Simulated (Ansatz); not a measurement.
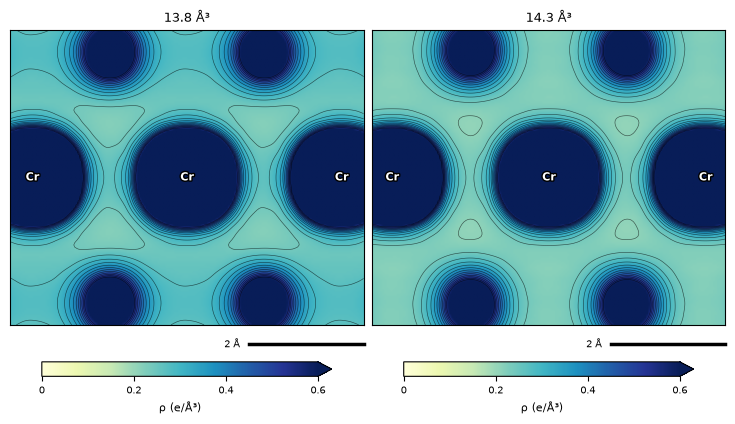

Cr. The valence charge density (pseudo) of cells scaled evenly to different volumes (given per atom above each panel), on the (100) plane of each (indices in the axes of the cell below), at one length scale and on one colour scale.

Spin-polarised.

These are results of Ansatz 0.2.0, Kohn-Sham DFT of a periodic cell, HSE06, Ansatz PAW, not measurements.

In a PAW calculation such maps are meaningful between the atoms, not at the nuclei.

The largest cell:

```cif
data_structure
_symmetry_space_group_name_H-M 'P 1'
_symmetry_Int_Tables_number 1
_cell_length_a 2.7320
_cell_length_b 2.7320
_cell_length_c 4.4392
_cell_angle_alpha 90.000
_cell_angle_beta 90.000
_cell_angle_gamma 120.000
_cell_volume 28.69
loop_
_atom_site_label
_atom_site_type_symbol
_atom_site_fract_x
_atom_site_fract_y
_atom_site_fract_z
_atom_site_occupancy
Cr1 Cr 0.66667 0.33333 0.75000 1
Cr2 Cr 0.33333 0.66667 0.25000 1
```

| volume (Å³/atom) | Cr–Cr contact in the plane (Å) | ρ at its midpoint (e/Å³) | pressure (GPa) | largest moment (μB) | 
| --- | --- | --- | --- | --- |
| 13.78 | 2.696 | 0.262 | 2.0 | 2.46 | 
| 14.07 | 2.714 | ? | ? | ? | 
| 14.35 | 2.732 | 0.236 | 13.1 | 3.09 | 

What values belong in the row with question marks?

Over the known rows ln ρ falls by 2.90 per Å of Cr–Cr distance (the line through the two), which gives 0.249 e/Å³ at 2.714 Å; the calculation gives 0.253 e/Å³. For the pressure, a straight line in volume between the neighbouring rows gives 7.6 GPa; the calculation gives 2.5, lower because pressure rises ever faster on compression. For the largest moment, a straight line in volume between the neighbouring rows gives 2.78 μB; the calculation gives 2.61.
